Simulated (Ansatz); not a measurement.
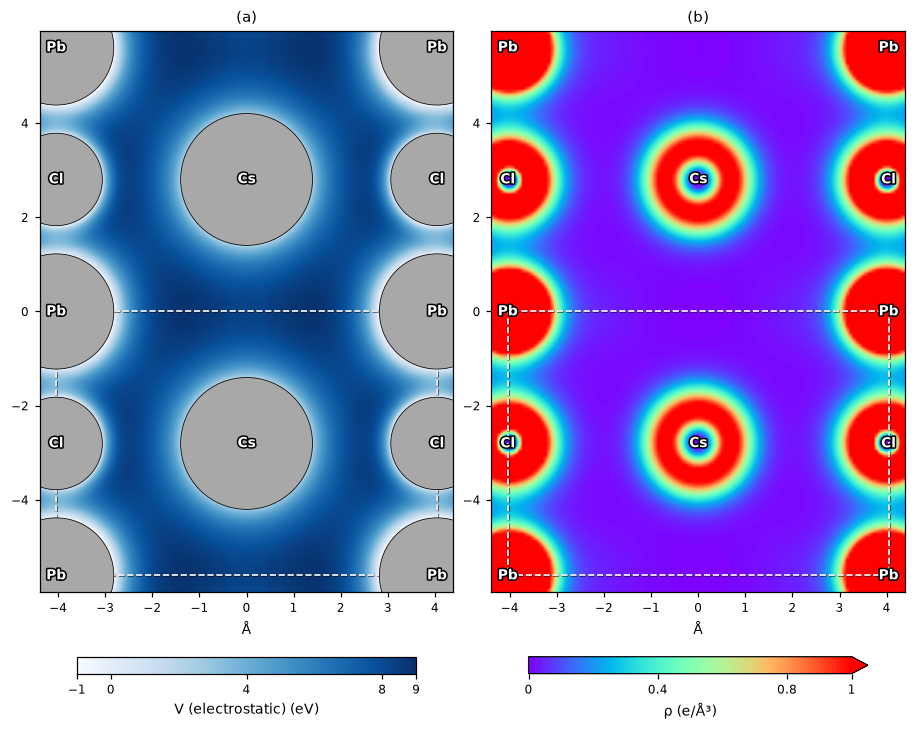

The picture shows: CsPbCl3. (a) electrostatic potential (local pseudopotential plus Hartree) felt by an electron; (b) valence electron density on the (100) plane of the conventional cell. Grey discs cover the atomic cores in the potential map.

Space group Cmmm.

Theory: Ansatz, Kohn-Sham DFT of a periodic cell, PBE, Ansatz PAW.

The density is the valence pseudo-density of a PAW calculation; it isn't the true density close to the nuclei.

What do the fields say about this system?

Atoms in the plane: Pb, Cs and Cl.
Pb–Cl (2.80 Å): ρ is about 0.26 e/Å³ halfway.
Cs–Cl (4.04 Å): ρ is about 0.03 e/Å³ halfway.
Between the atoms the lowest density in this plane is 0.003 e/Å³.
Outside the cores the potential energy rises away from the atoms and is highest about 2.1 Å from the nearest atoms; its zero is arbitrary.

Does the calculation make it a metal, or give it a gap?

It is gapped, with a Kohn–Sham gap of 1.8 eV on the k-point mesh (the band edges may lie off the mesh, which would make the gap smaller).
